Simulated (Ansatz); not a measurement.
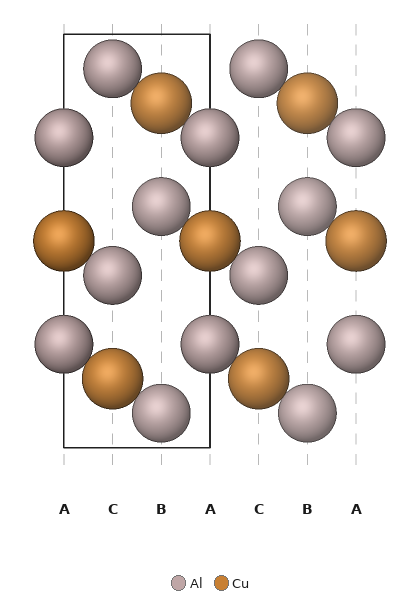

The picture looks along a close-packed row of the hexagonal mesh; [111] points upwards. The dashed lines mark the three columns A (0, 0), B (1/3, 2/3) and C (2/3, 1/3). The box is the hexagonal cell of the face-centred cubic lattice. The sequence starts with the first layer at or above the cell's origin.

Al2Cu (space group Fm-3m, No. 225): coordinates from a relaxation with DFT PBE, scalar-relativistic, plane waves, PAW (Ansatz 0.2.0).

> List the layers of one repeat.

Al(B) – Cu(C) – Al(A) – Al(C) – Cu(A) – Al(B) – Al(A) – Cu(B) – Al(C) (nine layers in 10.02 Å).

Heights of the layers:

```json
{"layer": "1", "atoms (column)": "Al(B)", "height (Å)": "0.83", "to next (Å)": "0.84"}
{"layer": "2", "atoms (column)": "Cu(C)", "height (Å)": "1.67", "to next (Å)": "0.83"}
{"layer": "3", "atoms (column)": "Al(A)", "height (Å)": "2.50", "to next (Å)": "1.67"}
{"layer": "4", "atoms (column)": "Al(C)", "height (Å)": "4.17", "to next (Å)": "0.83"}
{"layer": "5", "atoms (column)": "Cu(A)", "height (Å)": "5.01", "to next (Å)": "0.83"}
{"layer": "6", "atoms (column)": "Al(B)", "height (Å)": "5.84", "to next (Å)": "1.67"}
{"layer": "7", "atoms (column)": "Al(A)", "height (Å)": "7.51", "to next (Å)": "0.83"}
{"layer": "8", "atoms (column)": "Cu(B)", "height (Å)": "8.35", "to next (Å)": "0.84"}
{"layer": "9", "atoms (column)": "Al(C)", "height (Å)": "9.18", "to next (Å)": "1.67"}
```
